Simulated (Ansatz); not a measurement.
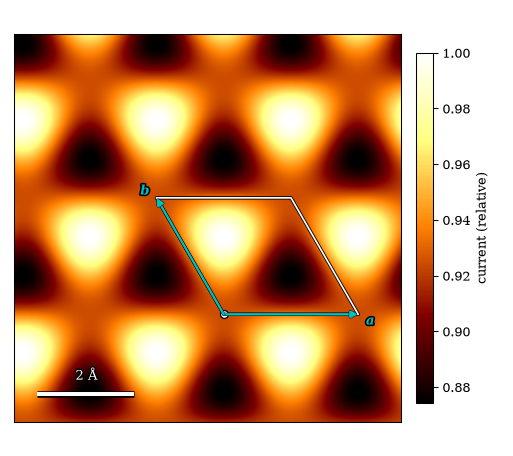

Constant-height image 3.0 Å above the topmost atom of Zn(111) (Fm-3m bulk, the cell from a database of computed structures, not from a measurement, 5 atomic planes (those closer than 0.6 Å count as one), 9 Å), sample bias +1.50 V. The white outline is the surface cell of the coordinates below, with its origin (dot) on a lattice point and its vectors a and b marked.

Tersoff–Hamann simulation (s-wave tip); biases are sample biases. Bias windows are sharp sums over the levels of the k mesh.

All numbers here come from DFT PBE, scalar-relativistic, plane waves, PAW in Ansatz 0.2.0. Cutoff 420 eV, 21 × 21 k-points, Gaussian smearing 0.1 eV, dipole correction. The slab is a cut without reconstruction beyond its cell, at the source's lattice constants, with its lower half held fixed and the rest relaxed. This isn't the element's usual hcp form. No spin polarisation. The run couldn't confirm all of its levels under its output density. The run warns that the functional's potential is rough in the thin density of the vacuum, where the tip is; weak contrasts and barriers may feel it.

```cif
data_structure
_symmetry_space_group_name_H-M 'P 1'
_symmetry_Int_Tables_number 1
_cell_length_a 2.7786
_cell_length_b 2.7786
_cell_length_c 27.0749
_cell_angle_alpha 90.000
_cell_angle_beta 90.000
_cell_angle_gamma 120.000
_cell_volume 181.03
loop_
_atom_site_label
_atom_site_type_symbol
_atom_site_fract_x
_atom_site_fract_y
_atom_site_fract_z
_atom_site_occupancy
Zn1 Zn 0.66667 0.33333 0.33241 1
Zn2 Zn 0.33333 0.66667 0.41621 1
Zn3 Zn 0.00000 0.00000 0.49998 1
Zn4 Zn 0.66667 0.33333 0.58433 1
Zn5 Zn 0.33333 0.66667 0.67244 1
```

**Which atoms or sites appear bright, which dark, and how strong is the contrast?**

The brightest spots lie over the top Zn atoms; the darkest points are over the sites above the Zn atoms 2.4 Å below the top plane. The brightest point carries 1.1 times the current of the darkest. So weak a contrast (1.14 times) depends on the k-mesh and on the tip.
